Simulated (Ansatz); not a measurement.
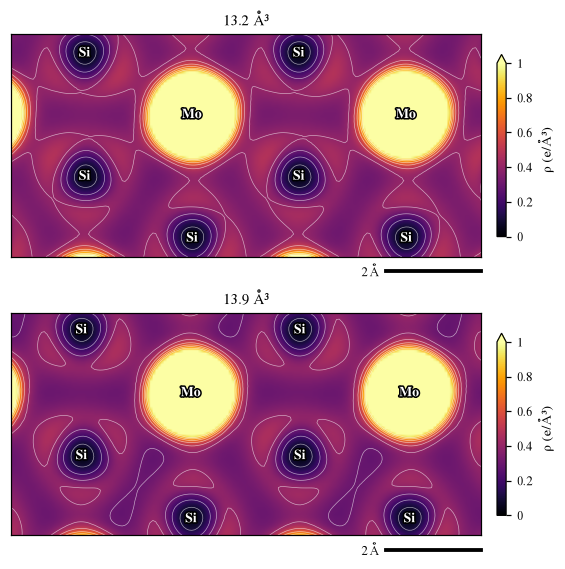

Si2Mo. The valence charge density (pseudo) of cells scaled evenly to different volumes (given per atom above each panel), on the (11̄0) plane of each (indices in the axes of the cell below), at one length scale and on one colour scale.

Computed without spin polarisation.

Computed with DFT, PBEsol, PAW with Ansatz's default frozen-core files, scalar-relativistic in Ansatz 0.2.0.

Core electrons are frozen (PAW), and the valence fields are smoothed inside the atomic spheres.

The largest cell:

```
CELL_PARAMETERS angstrom
-1.62106 1.62106 3.98222
1.62106 -1.62106 3.98222
1.62106 1.62106 -3.98222
ATOMIC_POSITIONS crystal
Si 0.33300 0.33300 0.00000
Si 0.66700 0.66700 0.00000
Mo 0.00000 0.00000 0.00000
```

| volume (Å³/atom) | Si–Mo contact in the plane (Å) | ρ at its midpoint (e/Å³) | pressure (GPa) | 
| --- | --- | --- | --- |
| 13.15 | 2.600 | 0.408 | 1.7 | 
| 13.42 | 2.618 | ? | ? | 
| 13.95 | 2.652 | 0.377 | −10.3 | 

Estimate the missing row, and compare with the calculation.

Over the known rows ln ρ falls by 1.52 per Å of Si–Mo distance (the line through the two), which gives 0.397 e/Å³ at 2.618 Å; the calculation gives 0.397 e/Å³. For the pressure, a straight line in volume between the neighbouring rows gives −2.3 GPa; the calculation gives −2.7, lower because pressure rises ever faster on compression.
